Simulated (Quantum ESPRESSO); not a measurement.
## GaP: 7 runs along one coordinate

System: GaP (R-3m, 4 atoms in the cell).
Method: Kohn-Sham DFT of a periodic cell, PBEsol, GBRV 1.5 PBEsol, no spin polarisation (Quantum ESPRESSO 7.5).

The 7 runs differ only in the geometry, by an even scaling of the cell at fixed fractional positions. The structure derives from a Materials Project entry.

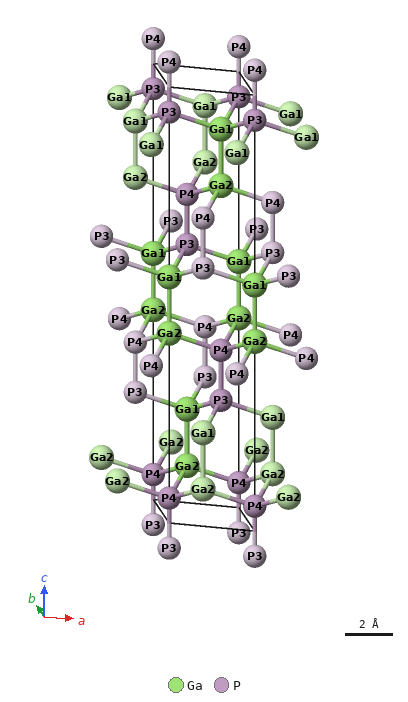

Figure 1. The structure of run 4 (ball-and-stick view of the cell 3 times as large as that of the calculation, set on its symmetry axes, seen slightly off an axis; neighbours outside the cell are drawn fainter; atoms are numbered from 1 in the order of the input). An atom can appear more than once, as a periodic image.

## Input of run 4
```
&CONTROL
  calculation = 'scf'
  prefix = 'pwscf'
  outdir = './tmp'
  pseudo_dir = './pseudo'
  tstress = .true.
  disk_io = 'nowf'
/
&SYSTEM
  ibrav = 0
  nat = 4
  ntyp = 2
  ecutwfc = 56
  ecutrho = 448
  nbnd = 33
  occupations = 'smearing'
  smearing = 'fd'
  degauss = 0.00367493
/
&ELECTRONS
  conv_thr = 8d-10
  electron_maxstep = 120
  mixing_beta = 0.5
/
ATOMIC_SPECIES
Ga    69.7230 ga_pbesol_v1.4.uspp.F.UPF
P     30.9738 p_pbesol_v1.5.uspp.F.UPF
CELL_PARAMETERS angstrom
   1.9430151755    1.1218003346    6.4308101003
  -1.9430151755    1.1218003346    6.4308101003
   0.0000000000   -2.2436006692    6.4308101003
ATOMIC_POSITIONS crystal
Ga     0.5646280000    0.5646280000    0.5646280000
Ga     0.4353720000    0.4353720000    0.4353720000
P      0.9426110000    0.9426110000    0.9426110000
P      0.0573890000    0.0573890000    0.0573890000
K_POINTS automatic
8 8 8 0 0 0
```

Command:
```bash
OMP_NUM_THREADS=1 mpirun -n 2 pw.x -nk 2 -in pw.in > pw.out
```

Lattice vectors (Å) and fractional positions of run 4:
```
   1.943015    1.121800    6.430810
  -1.943015    1.121800    6.430810
   0.000000   -2.243601    6.430810
Ga  0.564628  0.564628  0.564628
Ga  0.435372  0.435372  0.435372
P   0.942611  0.942611  0.942611
P   0.057389  0.057389  0.057389
```

Run 6 differs from it as follows:
```diff
-   1.9430151755    1.1218003346    6.4308101003
-  -1.9430151755    1.1218003346    6.4308101003
-   0.0000000000   -2.2436006692    6.4308101003
+   1.9685840968    1.1365625582    6.5154357273
+  -1.9685840968    1.1365625582    6.5154357273
+   0.0000000000   -2.2731251164    6.5154357273
```

## Results, with one run withheld

| run | volume per atom (Å³) | free energy per atom, from the lowest run given (meV) | pressure (GPa) | gap on the mesh (eV) |
| --- | --- | --- | --- | --- |
| 1 | 19.764 | 2.82 | 1.93 | 0.72 |
| 2 | 20.185 | 0.00 | 0.16 | 0.73 |
| 3 | 20.605 | 1.57 | −1.42 | 0.74 |
| 4 | 21.026 | 7.05 | −2.83 | 0.73 |
| 5 | 21.446 | 16.02 | −4.10 | 0.73 |
| 6 | 21.867 | ? | ? | ? |
| 7 | 22.287 | 42.93 | −6.20 | 0.70 |

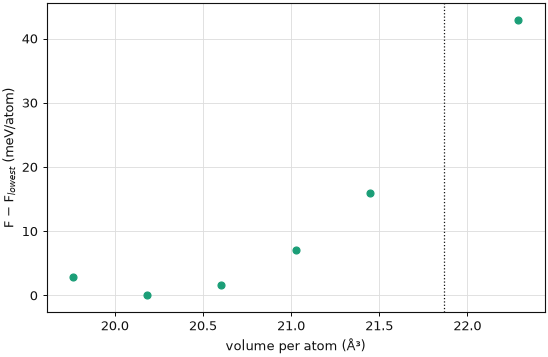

Figure 2. Free energy per atom of the runs given; the dotted line marks run 6.

What should run 6 give?

A cubic polynomial in V^(−2/3) (the Birch–Murnaghan form), fitted to the 6 runs given, misses them by at most 0.01 meV per atom. With x = V^(−2/3) − 0.13197 Å⁻², it reads F = 4.4346 − 3313.7 x + 6.1075e+05 x² + 1.2901e+06 x³ (meV per atom). At run 6 it gives 28.10 meV per atom, and the run itself gives 28.10. The slope of the fit gives a pressure −dF/dV of −5.15 GPa there, and the run prints −5.21 GPa. The two needn't agree exactly: the fit is approximate, and the printed stress is taken on a finite basis. The fit has its minimum at 20.237 Å³ per atom, where V d²F/dV² gives 79.3 GPa. Cell shape and fractional positions are held, so this is the stiffness under even scaling; the relaxed bulk modulus wasn't computed. The gap on the mesh lies between 0.70 eV (run 7) and 0.74 eV (run 3); run 6 has 0.71 eV. These are gaps of this functional on this mesh, which can miss the band edges; they aren't the measured gap.

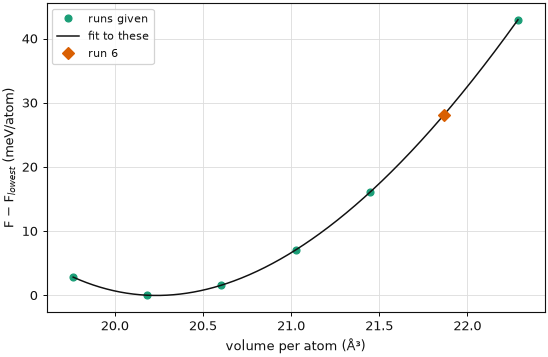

Figure 3. The fit and the withheld run.

## Some lines of the output (run 6)
```
[...]
     total energy              =    -860.24387456 Ry
     total energy              =    -861.01938815 Ry
     total energy              =    -860.98641581 Ry
     total energy              =    -861.01771597 Ry
     total energy              =    -861.01830478 Ry
     total energy              =    -861.01859676 Ry
     total energy              =    -861.01862943 Ry
     total energy              =    -861.01863078 Ry
     total energy              =    -861.01863080 Ry
     the Fermi energy is     7.3595 ev
!    total energy              =    -861.01863081 Ry
     The total energy is F=E-TS. E is the sum of the following terms:
     Computing stress (Cartesian axis) and pressure
          total   stress  (Ry/bohr**3)                   (kbar)     P=      -52.10
```
